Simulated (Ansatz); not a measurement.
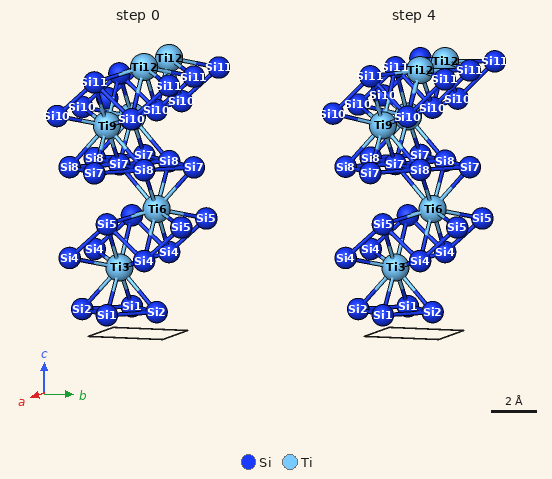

The structure of a slab of composition TiSi2 (cut from the Cmcm phase) before (left) and after (right) a constrained relaxation, at one scale.

A ball-and-stick model of the cell of the calculation, outlined in the plane, without the vacuum, seen slightly off an axis.

Case: clean slab, lower half held. The slab is the (0 1 0) face of TiSi2. 6 atoms are held fixed.

These are results of DFT PBEsol, scalar-relativistic, plane waves, PAW in Ansatz, not measurements. Settings: plane-wave cutoff 420 eV; k-point mesh 8 × 8 × 1; occupations gaussian; smearing width 0.1 eV; no spin polarisation; dipole correction; atoms relaxed in a fixed cell; force threshold 0.03 eV/Å; at most 70 steps.

### Describe what moved and what it gained.

The atom that moves furthest is Si11 (0.28 Å along the normal (+c)). By element the largest moves are Si 0.28 Å, Ti 0.14 Å. The cell doesn't change. Near-neighbour distances that change, for instance: Ti9–Si11 2.792 → 3.008 Å, Si10–Ti12 2.792 → 2.599 Å, Ti9–Ti12 3.263 → 3.140 Å, Si10–Si11 2.393 → 2.506 Å. Bond angles that change, for instance: Si11–Ti12–Si11 154.4° → 173.2°, Si10–Ti12–Si11 105.1° → 115.6°, Si10–Ti12–Si10 78.1° → 85.2°. The energy falls by 0.211 eV per cell of the calculation in 4 geometry steps. The largest force component goes from 1.2 to 0.017 eV/Å. Cost: 6.8 min on 1 thread of AMD EPYC 7R43 64-Core Processor (Zen 3), on a shared host, peak memory 0.72 GiB.
